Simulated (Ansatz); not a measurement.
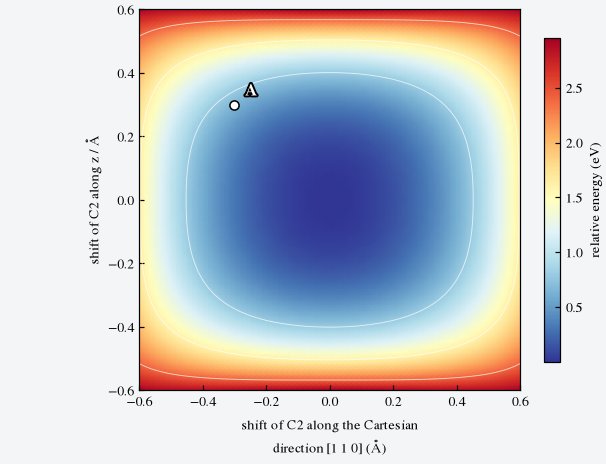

WC (Fm-3m, No. 225; 2 atoms in the cell). Atom C2 is moved over a plane while all other atoms and the cell stay fixed (its periodic images move with it) (x, y and z along the cube axes). First axis: shift of C2 along the Cartesian direction [1 1 0]. Second axis: shift of C2 along z. Grid: 5 × 5 points; 9 points were computed and 16 follow by symmetry. Points are written as (first, second). Energies are in eV per cell, from the lowest grid point. The reference cell is the one listed in the database, not relaxed at this level. Level of theory: DFT r2SCAN, scalar-relativistic, plane waves, PAW (Ansatz). Settings: cutoff 500 eV, k-mesh 18×18×18, gaussian smearing 0.15 eV, no spin polarisation.

Drawn: a smooth colour map with a few white contour lines, the point A. Between grid points the surface is interpolated.

Which way does the force act at A, and how strong is it?

A, at (−0.3 Å, 0.3 Å), is not a stationary point. The computed force is 3.6 eV/Å in the plane, pointing down and right in the picture (components 2.2 and −2.9 eV/Å).
